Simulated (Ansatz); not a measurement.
## Geometry relaxation of ZnSe (part 2 of 2)

ZnSe (slab, 8 atoms in the cell); DFT PBE, scalar-relativistic, plane waves, PAW, no spin polarisation (Ansatz 0.2.0); cutoff 420 eV, 7×7×1 k-mesh, Gaussian smearing of 0.05 eV. The structure derives from an entry of the Crystallography Open Database. The input holds or restrains some coordinates. Forces given for the steps count only the free coordinates. It belongs to a series of runs on one base structure; here: clean surface, atoms relaxed.

Geometry of the input (Å; fractional positions):
```
4.0076  0.0000  0.0000
0.0000  4.0076  0.0000
0.0000  0.0000  26.9183
Se 0.0000  0.5000  0.3158
Zn 0.5000  0.5000  0.3684
Se 0.5000  0.0000  0.4210
Zn 0.0000  0.0000  0.4737
Se 0.0000  0.5000  0.5263
Zn 0.5000  0.5000  0.5790
Se 0.5000  0.0000  0.6316
Zn 0.0000  0.0000  0.6842
```

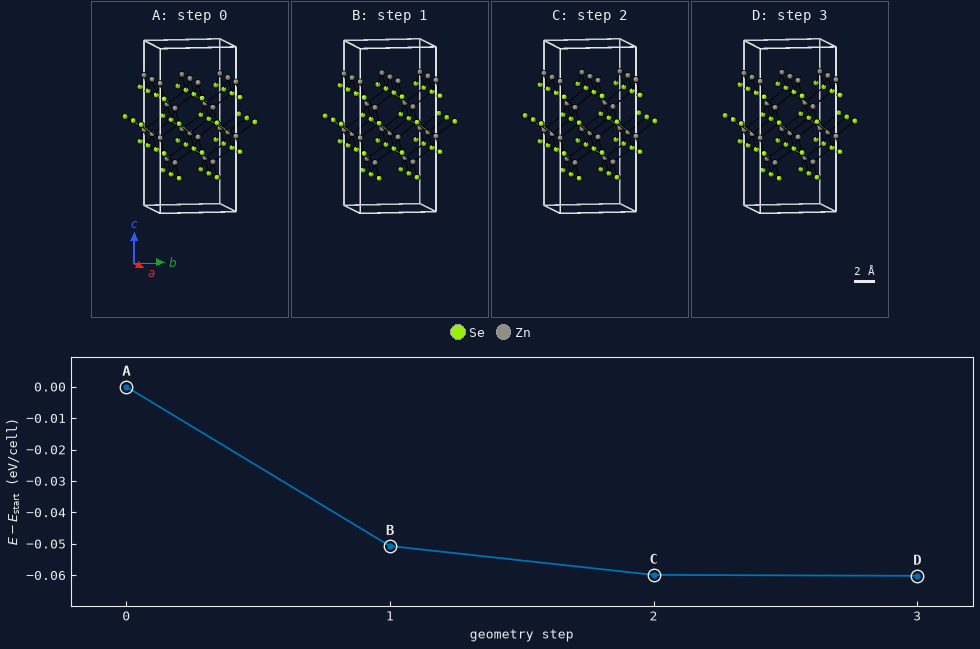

*Frames of the restrained relaxation (ball-and-stick view of the 2 × 2 repeat of the cell, with the vacuum cut short, with bonded neighbours outside it, seen slightly off an axis) above the curves, on which the letters mark them (the first geometry is step 0 here and step 1 in the log).*

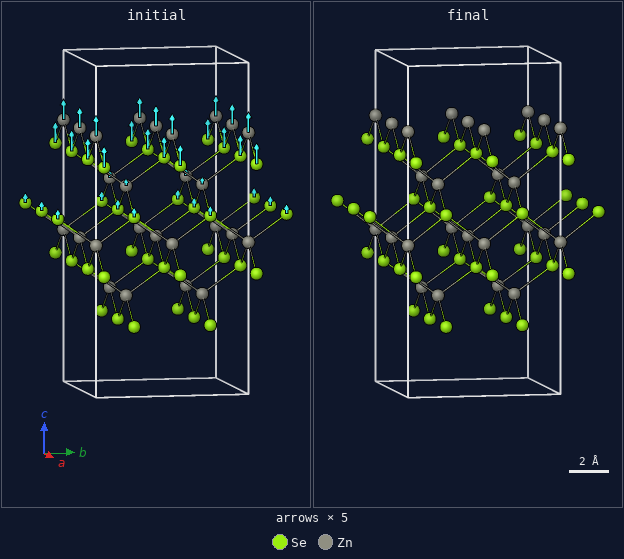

*Before (left) and after (right) the restrained relaxation, at one scale (ball-and-stick view of the 2 × 2 repeat of the cell, with the vacuum cut short, with bonded neighbours outside it, seen slightly off an axis). The teal arrows give the displacements, magnified 5 times.*

The energy falls by 60.2 meV per cell of the calculation in 3 geometry steps. The largest force component goes from 0.5 to 0.005 eV/Å. The atom that moves furthest is Se7 (0.23 Å). Largest moves by element: Se 0.23 Å, Zn 0.22 Å. The cell stays as it was. Among the contacts that change: Zn6–Se7 2.454 → 2.541 Å, Zn4–Se5 2.454 → 2.520 Å, Se5–Zn6 2.454 → 2.437 Å. Among the angles that change: Zn6–Se7–Zn6 109.5° → 104.1°, Se7–Zn6–Se7 109.5° → 104.1°, Zn4–Se5–Zn4 109.5° → 105.3°. (Atoms are counted from 1 in the order of the input.)

```
SCF converged after 7 iterations
Free energy (F): -35154.938159 eV
Harris-Foulkes:  -35154.938159 eV  (|F-HF|=1.34e-8)
Internal energy: -35154.935087 eV  (E = F + TS)
E sigma→0 (E₀):  -35154.936623 eV
Entropy (-TS):   -0.003072 eV (-0.384 meV/atom)
Fermi energy:    -0.020999 eV
Dipole field:    D = 0.090332 V/Å  (p = 0.215821 e·Å, saw-weighted, corrected)
Work function:   Φ+ = 4.1439 eV   Φ− = 6.5755 eV
Levels:          The Fermi level and band energies are counted from a zero that moves with the ramp; work functions are not
--- Per-component energies (eV) ---
  E_band       = -2330.576979
  E_kinetic    = 993.810525
  E_local      = -120733.989074  (includes V_loc(G=0)·N_el)
  E_nonlocal   = 73.774399
  E_hartree    = 59321.579667
  E_xc         = -961.213445
  E_vxc        = -594.369213  (∫ρ·V_xc dr)
  E_paw        = -14957.451088  (= ΣΔE_a)
  E_vpaw       = -713.220194  (= ΣTr[D̂ρ^β])
  E_aug_tail   = -0.003739  (compensation charges beyond the density's cutoff)
  E_efield     = 0.009748  (sawtooth field / dipole correction)
  E_vefield    = 0.221130  (∫n·V_field dr)
  E_ewald      = 41108.547921
  E_smearing   = -0.003072  (= −TS)
  E_closure    = 0.000000  (closes the sum)
  Σ components = -35154.938159   (vs F -35154.938159, Δ=0.00e0)
--- Forces (eV/Å), atoms counted from 1 ---
  atom   1  Se     0.00000000     0.00000000     0.13747610
  atom   2  Zn     0.00000000     0.00000000    -0.65592740
  atom   3  Se     0.00000000     0.00000000     0.67680239
  atom   4  Zn     0.00000000     0.00000000    -0.15641874
  atom   5  Se     0.00000000     0.00000000     0.00285269
  atom   6  Zn     0.00000000     0.00000000    -0.00214699
  atom   7  Se     0.00000000     0.00000000     0.00238131
  atom   8  Zn     0.00000000     0.00000000    -0.00502427
  max |Σ_I F_I| component: 4.92e-6 eV/Å
--- Band table (eV; the first three rows and the last of 16) ---
  k-point 0: bands = ["-48.1125", "-48.1120", "-48.0931", "-48.0722", "-48.0718", "-47.5809", "-47.5785", "-47.5584", "-47.5580", "-47.5521", "-47.0666", "-47.0659", "-47.0596", "-47.0580", "-47.0562", "-46.6097", "-46.5767", "-46.5372", "-46.4140", "-46.4081", "-13.9611", "-13.3984", "-12.8644", "-11.6178", "-7.5598", "-7.5550", "-7.3854", "-7.3435", "-7.3421", "-7.3004", "-7.2829", "-7.2541", "-7.1776", "-7.0904", "-6.7689", "-6.7639", "-6.7513", "-6.6485", "-6.5154", "-6.1772", "-6.0720", "-6.0689", "-5.9209", "-5.8386", "-5.2238", "-4.0143", "-2.6903", "-2.6786", "-2.5585", "-1.9441", "-1.8144", "-1.2379", "-1.0705", "-1.0500", "-0.0830", "-0.0753", "0.3817", "1.8368", "2.3118", "2.9156", "3.0041", "3.5676", "3.9158", "4.1758", "4.8262", "4.9632", "5.3338", "5.5265"]
  k-point 1: bands = ["-48.1125", "-48.1120", "-48.0931", "-48.0722", "-48.0718", "-47.5809", "-47.5785", "-47.5584", "-47.5580", "-47.5521", "-47.0666", "-47.0659", "-47.0596", "-47.0580", "-47.0561", "-46.6096", "-46.5767", "-46.5372", "-46.4140", "-46.4081", "-13.8994", "-13.3500", "-12.8242", "-11.5958", "-7.5524", "-7.5455", "-7.3899", "-7.3445", "-7.3309", "-7.2982", "-7.2861", "-7.2360", "-7.1618", "-7.0971", "-6.7704", "-6.7669", "-6.7154", "-6.6278", "-6.5238", "-6.1647", "-6.0666", "-6.0394", "-5.9165", "-5.8486", "-5.1697", "-4.1877", "-3.2640", "-2.8033", "-2.5938", "-2.1861", "-1.8784", "-1.7885", "-1.2080", "-0.4089", "-0.2754", "-0.0881", "0.0765", "2.1212", "2.4411", "3.0620", "3.6130", "3.9949", "4.1806", "4.2669", "4.4873", "5.4043", "5.4670", "5.6738"]
  k-point 2: bands = ["-48.1125", "-48.1120", "-48.0931", "-48.0721", "-48.0719", "-47.5809", "-47.5785", "-47.5584", "-47.5580", "-47.5520", "-47.0666", "-47.0658", "-47.0596", "-47.0580", "-47.0560", "-46.6095", "-46.5767", "-46.5372", "-46.4140", "-46.4081", "-13.7500", "-13.2391", "-12.7307", "-11.5479", "-7.5467", "-7.5219", "-7.3905", "-7.3471", "-7.3114", "-7.2942", "-7.2926", "-7.1802", "-7.1211", "-7.1115", "-6.7626", "-6.7543", "-6.6533", "-6.5761", "-6.5422", "-6.1160", "-6.0614", "-5.9665", "-5.9107", "-5.8706", "-5.1771", "-4.6989", "-4.0505", "-3.5651", "-2.7180", "-2.3472", "-1.9962", "-1.7362", "-1.1400", "-0.6449", "-0.4182", "-0.1342", "0.0023", "1.8494", "2.8424", "3.0666", "3.3672", "3.8933", "4.7024", "5.1495", "5.3912", "5.7753", "5.7897", "6.1411"]
  k-point 15: bands = ["-48.1125", "-48.1119", "-48.0931", "-48.0719", "-48.0718", "-47.5810", "-47.5783", "-47.5585", "-47.5581", "-47.5518", "-47.0666", "-47.0655", "-47.0597", "-47.0581", "-47.0559", "-46.6094", "-46.5768", "-46.5372", "-46.4141", "-46.4079", "-13.3454", "-12.8751", "-12.3897", "-11.2328", "-7.4714", "-7.4282", "-7.3618", "-7.3290", "-7.2751", "-7.2410", "-7.2304", "-7.1444", "-7.0864", "-6.9851", "-6.7071", "-6.6610", "-6.6001", "-6.5218", "-6.4876", "-6.0273", "-6.0022", "-5.9314", "-5.8206", "-5.7597", "-5.4353", "-5.0538", "-4.8878", "-4.4011", "-3.5846", "-3.3819", "-3.0005", "-2.8051", "-2.4665", "-2.0114", "-0.9577", "-0.8363", "0.4728", "1.2987", "2.8451", "3.0616", "3.6390", "3.7073", "4.7718", "4.9317", "5.3308", "5.6646", "6.3509", "6.6833"]
--- Relaxed structure (4 steps of the walk, 4 accepted, 0 SCFs on fresh bases) ---
  F+E_penalty+E_count = -35154.93815871 eV   max|allowed force component| = 5.024e-3 eV/Å
  atoms:
    - { symbol: Se, position: [0.0, 0.5, 0.3157703132] }
    - { symbol: Zn, position: [0.5, 0.5, 0.3684073696] }
    - { symbol: Se, position: [0.5, 0.0, 0.4210444155] }
    - { symbol: Zn, position: [0.0, 0.0, 0.47368147180000003] }
    - { symbol: Se, position: [0.0, 0.5, 0.5304732941528498] }
    - { symbol: Zn, position: [0.5, 0.5, 0.5820133034989771] }
    - { symbol: Se, position: [0.5, 0.0, 0.6400769792502439] }
    - { symbol: Zn, position: [0.0, 0.0, 0.6925008924513842] }
```

## Trajectory as extended XYZ (Å, eV, eV/Å), 4 frames, from step=1 to step=4
```
8
Lattice="4.0076 0.0000 0.0000 0.0000 4.0076 0.0000 0.0000 0.0000 26.9183" Properties=species:S:1:pos:R:3:forces:R:3 step=1 energy=-35154.87796
Se    0.0000    2.0038    8.5000    0.0000   0.0000   0.1122
Zn    2.0038    2.0038    9.9169    0.0000   0.0000  -0.6011
Se    2.0038    0.0000   11.3338    0.0000   0.0000   0.5219
Zn    0.0000    0.0000   12.7507    0.0000   0.0000  -0.4605
Se    0.0000    2.0038   14.1676    0.0000   0.0000   0.3837
Zn    2.0038    2.0038   15.5845    0.0000   0.0000  -0.4979
Se    2.0038    0.0000   17.0014    0.0000   0.0000   0.4184
Zn    0.0000    0.0000   18.4183    0.0000   0.0000   0.1226
8
Lattice="4.0076 0.0000 0.0000 0.0000 4.0076 0.0000 0.0000 0.0000 26.9183" Properties=species:S:1:pos:R:3:forces:R:3 step=2 energy=-35154.92866
Se    0.0000    2.0038    8.5000    0.0000   0.0000   0.1195
Zn    2.0038    2.0038    9.9169    0.0000   0.0000  -0.6197
Se    2.0038    0.0000   11.3338    0.0000   0.0000   0.5986
Zn    0.0000    0.0000   12.7507    0.0000   0.0000  -0.2449
Se    0.0000    2.0038   14.2338    0.0000   0.0000   0.2175
Zn    2.0038    2.0038   15.6513    0.0000   0.0000  -0.2376
Se    2.0038    0.0000   17.1566    0.0000   0.0000   0.1965
Zn    0.0000    0.0000   18.5918    0.0000   0.0000  -0.0298
8
Lattice="4.0076 0.0000 0.0000 0.0000 4.0076 0.0000 0.0000 0.0000 26.9183" Properties=species:S:1:pos:R:3:forces:R:3 step=3 energy=-35154.93786
Se    0.0000    2.0038    8.5000    0.0000   0.0000   0.1346
Zn    2.0038    2.0038    9.9169    0.0000   0.0000  -0.6501
Se    2.0038    0.0000   11.3338    0.0000   0.0000   0.6679
Zn    0.0000    0.0000   12.7507    0.0000   0.0000  -0.1519
Se    0.0000    2.0038   14.2774    0.0000   0.0000   0.0118
Zn    2.0038    2.0038   15.6682    0.0000   0.0000  -0.0239
Se    2.0038    0.0000   17.2242    0.0000   0.0000   0.0508
Zn    0.0000    0.0000   18.6461    0.0000   0.0000  -0.0390
8
Lattice="4.0076 0.0000 0.0000 0.0000 4.0076 0.0000 0.0000 0.0000 26.9183" Properties=species:S:1:pos:R:3:forces:R:3 step=4 energy=-35154.93816
Se    0.0000    2.0038    8.5000    0.0000   0.0000   0.1375
Zn    2.0038    2.0038    9.9169    0.0000   0.0000  -0.6559
Se    2.0038    0.0000   11.3338    0.0000   0.0000   0.6768
Zn    0.0000    0.0000   12.7507    0.0000   0.0000  -0.1564
Se    0.0000    2.0038   14.2794    0.0000   0.0000   0.0029
Zn    2.0038    2.0038   15.6668    0.0000   0.0000  -0.0021
Se    2.0038    0.0000   17.2298    0.0000   0.0000   0.0024
Zn    0.0000    0.0000   18.6409    0.0000   0.0000  -0.0050
```

## Summary

| quantity | value |
| --- | --- |
| outcome | converged under the restraints of the input |
| electrons treated | 112 |
| free energy | −35154.9382 eV |
| work function, top face | 4.14 eV |
| work function, bottom face | 6.58 eV |
| Fermi energy | −0.021 eV |
| gap on the k-point mesh | 0.08 eV by band count, under the smearing |
| final volume | 432.33 Å³ |
| work function (upper face) | 4.14 eV |
| largest force (length of the vector) at the end, held atoms and coordinates included | 0.677 eV/Å |
| hardware | 2 threads of Intel Xeon (Granite Rapids), 32 GiB of memory available, shared host |
| wall time | 64 s (CPU time 2.1 min) |
| peak memory | 0.9 GiB |
